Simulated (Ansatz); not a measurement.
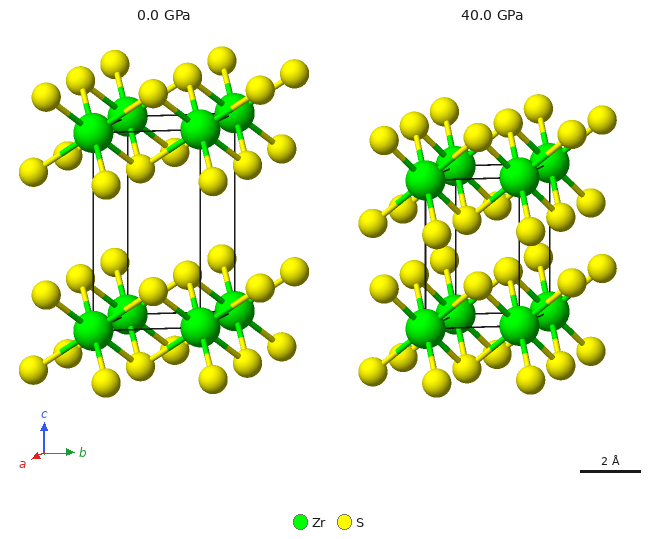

Crystalline ZrS₂ (set up in P-3m1), relaxed (cell and atoms) at several target pressures. The picture shows the first and the last member. The picture is a ball-and-stick view of the cell of the calculation, seen slightly off an axis.

Computed with Ansatz 0.2.0: DFT PBE, scalar-relativistic, plane waves, PAW. Settings: plane-wave cutoff 420 eV; k-point mesh 12 × 12 × 4 at 0.0 and 2.0, 12 × 12 × 6 at 5.0, 12 × 12 × 8 at 10.0 to 40.0 GPa; occupations gaussian; smearing width 0.1 eV; no spin polarisation; cell and atoms relaxed; force threshold 0.008 eV/Å.

```json
{"pressure (GPa)": "0.0", "volume (Å³/atom)": "26.494", "a (Å)": "3.685", "c (Å)": "6.758"}
{"pressure (GPa)": "2.0", "volume (Å³/atom)": "22.457", "a (Å)": "3.648", "c (Å)": "5.846"}
{"pressure (GPa)": "5.0", "volume (Å³/atom)": "?", "a (Å)": "?", "c (Å)": "?"}
{"pressure (GPa)": "10.0", "volume (Å³/atom)": "19.420", "a (Å)": "3.536", "c (Å)": "5.380"}
{"pressure (GPa)": "20.0", "volume (Å³/atom)": "17.592", "a (Å)": "3.423", "c (Å)": "5.199"}
{"pressure (GPa)": "40.0", "volume (Å³/atom)": "15.305", "a (Å)": "3.234", "c (Å)": "5.069"}
```

### Estimate the missing row from the others, and compare with the calculation.

Murnaghan's form V = V₀(1 + B′P/B₀)^(−1/B′), with V₀ = 26.494 Å³ from the row at zero pressure, fits the other rows with B₀ = 7.6 GPa and B′ = 6.96 (largest miss 0.431 Å³). At 5.0 GPa it gives 26.494 × (1 + 6.96 × 5.0/7.6)^(−1/6.96) = 20.696 Å³ per atom. One smooth curve fits the rows poorly, so the structure changes its way of compressing along the series. The calculation gives 20.878 Å³/atom (a = 3.602 Å, c = 5.575 Å). The estimate is 0.182 Å³/atom too low. From the first member to the last: S–S 4.409 → 2.699 Å, Zr–Zr 3.685 → 3.234 Å, S–Zr 2.574 → 2.433 Å.

The whole series:

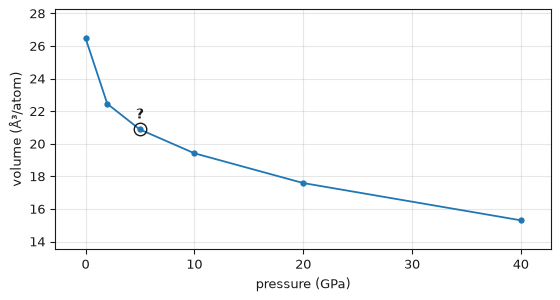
